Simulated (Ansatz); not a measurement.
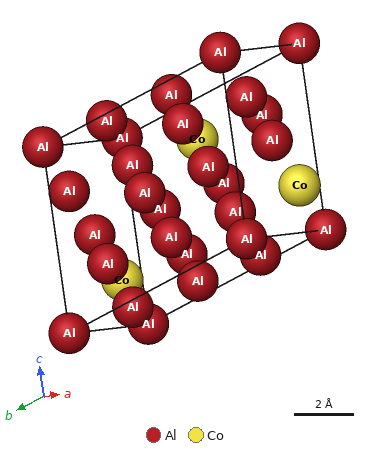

Crystalline Al₇Co (a generated structure, set up in P1) (coarse preliminary run), before the relaxation. A spheres-only model of the cell of the calculation, seen from a free direction.

Case: elements placed on the fcc lattice with unlike neighbours.

All numbers below come from Ansatz, DFT r2SCAN, scalar-relativistic, plane waves, PAW.

Input
```yaml
crystal:
  lattice:
    - [-3.9832634, 3.9832634, -3.9832634]
    - [3.9832634, 3.9832634, 3.9832634]
    - [3.9832634, -3.9832634, -3.9832634]
  atoms:
    - { symbol: Al, position: [0.2522820255, 0.0024128239, 0.7517003029] }
    - { symbol: Al, position: [0.9973575881, 0.2482538419, 0.7451587084] }
    - { symbol: Al, position: [0.5021481181, 0.0056219564, 0.507045683] }
    - { symbol: Al, position: [0.2518753183, 0.2546902219, 0.5060882946] }
    - { symbol: Al, position: [0.5043240701, 0.7572449193, 0.7547318666] }
    - { symbol: Al, position: [0.9992507799, 0.4995733772, 0.5022966619] }
    - { symbol: Al, position: [0.5061558148, 0.2532763113, 0.2478079249] }
    - { symbol: Al, position: [0.7559965542, 0.7512889579, 0.5024598235] }
    - { symbol: Al, position: [0.0007188679, 0.0009887798, 0.0020305256] }
    - { symbol: Al, position: [0.248872942, 0.4985870205, 0.2489494342] }
    - { symbol: Al, position: [0.0009138934, 0.7471956498, 0.2467354992] }
    - { symbol: Al, position: [0.7530086423, 0.2571190217, 0.0075220656] }
    - { symbol: Al, position: [0.4967531327, 0.4971134908, 0.0019891237] }
    - { symbol: Al, position: [0.247703067, 0.7518593037, 0.0035809203] }
    - { symbol: Co, position: [0.7506064904, 0.5011282158, 0.7526125295], spin: 3.0 }
    - { symbol: Co, position: [0.7526736723, 0.0001355744, 0.2508919378], spin: 3.0 }
  symmetry: { detect: false }
basis:
  ecutwfc: 500
kpoints:
  mp_grid: { grid: [2, 2, 2], shift: [0.5, 0.5, 0.5] }
hamiltonian:
  xc: r2scan
scf:
  occupations: { method: gaussian, width: 0.1 }
  lower_state_search: "off"
output:
  forces: true
  stress: true
  eigenvalues: true
  populations: true
magnetization:
  spin_polarized: true
relax:
  adjacent_minimum: "off"
  f_tol: 0.04
  max_steps: 50
  cell: { stress_tol: 0.3 }
```

Run as
```bash
ansatz run input.yaml --threads 4 --pin off --max-ram 9216MiB --backend cpu --events-out ev --progress --plain --runs-dir out
```

**Predict the outcome.**

After 3 accepted moves (4 points after the start) the energy has fallen by 26.7 meV per atom. Largest force component: 0.34 eV/Å at the start, 0.019 eV/Å at the end. Pressure: −5.96 GPa at the start and −0.14 GPa at the end. The SCF was repeated once at an unchanged geometry on a basis and grid sized afresh for the cell, which shifted the energy by 0.1 meV per atom at most. The atom that moves furthest relative to the cell is Al7 (0.052 Å along [−1 −1 2]). By element the largest moves are Al 0.052 Å, Co 0.018 Å. The volume changes by −6.1 %, with a = c 6.899 → 6.757 Å (−2.1 %), b 6.899 → 6.758 Å (−2.0 %), α 109.5° → 108.1°, β 109.5° → 110.2°, γ 109.5° → 110.2°. Among the contacts that change: Al3–Al7 2.856 → 2.707 Å, Al11–Al13 2.840 → 2.705 Å, Al8–Al10 2.857 → 2.735 Å, Al4–Al7 2.887 → 2.777 Å. Within 0.06 Å the space group is P1 at the start and P4/mmm at the end; at a tighter tolerance small leftover displacements or strains of the cell lower it.

Step by step:

```tsv
step	E − E(0), meV/atom	largest force component, eV/Å	pressure, GPa	volume, Å³/atom	note
0	0.00	0.3431	-5.96	15.800	
1	-20.69	0.2307	3.05	14.449	
2	-26.63	0.0327	-0.28	14.871	
3	-26.80	0.0190	-0.13	14.836	
4	-26.71	0.0190	-0.14	14.836	same geometry, new basis
```

The structure at the end:

```
CELL_PARAMETERS angstrom
-3.96898 3.86799 -3.86599
3.96910 3.86862 3.86650
3.96797 -3.86850 -3.86549
ATOMIC_POSITIONS crystal
Al 0.25112 0.00154 0.75185
Al 0.99854 0.25104 0.74861
Al 0.50397 0.00508 0.50277
Al 0.25136 0.25179 0.50212
Al 0.50443 0.75250 0.75589
Al 0.99845 0.49907 0.50214
Al 0.50392 0.25085 0.25364
Al 0.75146 0.75162 0.50208
Al 0.99904 0.99936 0.00186
Al 0.25130 0.50143 0.25181
Al 0.99805 0.75161 0.24872
Al 0.75140 0.25193 0.00200
Al 0.50331 0.50332 0.00167
Al 0.25083 0.75147 0.00179
Co 0.75172 0.50165 0.75248
Co 0.75176 0.00224 0.25216
```

The end point in the same view:

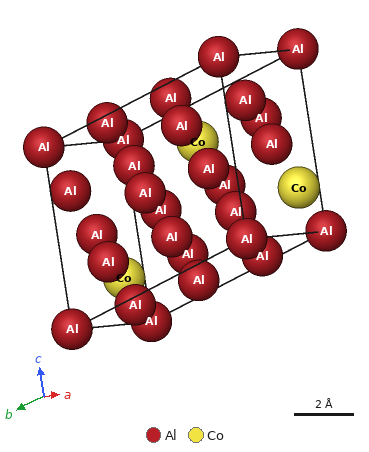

Limits of the set-up: the k-point mesh is coarse for a cell with partly filled bands.
